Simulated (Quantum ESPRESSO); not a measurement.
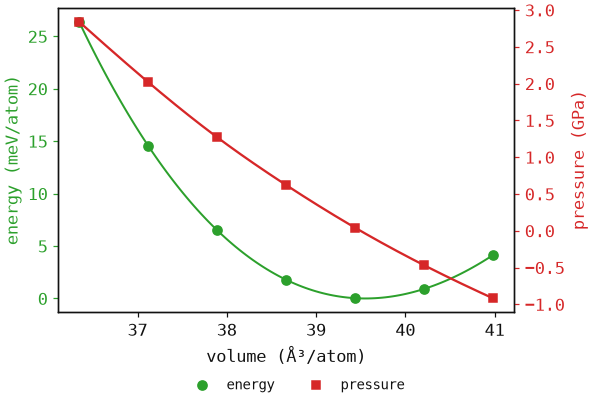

The picture above shows the energy and pressure against volume for CdI₂, space group P-3m1 (No. 164).

Cell as given: a = 4.289 Å, b = 4.289 Å, c = 21.847 Å, α = 90.00°, β = 90.00°, γ = 120.00°; 9 atoms.

Calculation (Quantum ESPRESSO 7.5): plane-wave DFT, no spin polarisation; energies at scaled volumes of the given cell, shape and fractions fixed, counted from the fit's minimum, third-order Birch-Murnaghan fit. Level: PBE.

```json
{"setting": "k mesh", "value": "7×7×2"}
{"setting": "occupations", "value": "Fermi–Dirac"}
{"setting": "smearing width", "value": "0.05 eV"}
{"setting": "potentials", "value": "SSSP 1.3 efficiency PBE"}
{"setting": "wave cutoff", "value": "816.3 eV"}
{"setting": "density cutoff", "value": "6531 eV"}
```

The numbers behind the figure:

```json
{"volume (Å³/atom)": "36.35", "energy (meV/atom)": "26.39", "pressure (GPa)": "2.84"}
{"volume (Å³/atom)": "37.12", "energy (meV/atom)": "14.56", "pressure (GPa)": "2.02"}
{"volume (Å³/atom)": "37.89", "energy (meV/atom)": "6.50", "pressure (GPa)": "1.27"}
{"volume (Å³/atom)": "38.67", "energy (meV/atom)": "1.78", "pressure (GPa)": "0.62"}
{"volume (Å³/atom)": "39.44", "energy (meV/atom)": "0.03", "pressure (GPa)": "0.04"}
{"volume (Å³/atom)": "40.21", "energy (meV/atom)": "0.92", "pressure (GPa)": "-0.47"}
{"volume (Å³/atom)": "40.99", "energy (meV/atom)": "4.16", "pressure (GPa)": "-0.92"}
```

Limits of the calculation: shape and atomic fractions are frozen while scaling, which makes layered, chain and framework solids too stiff.
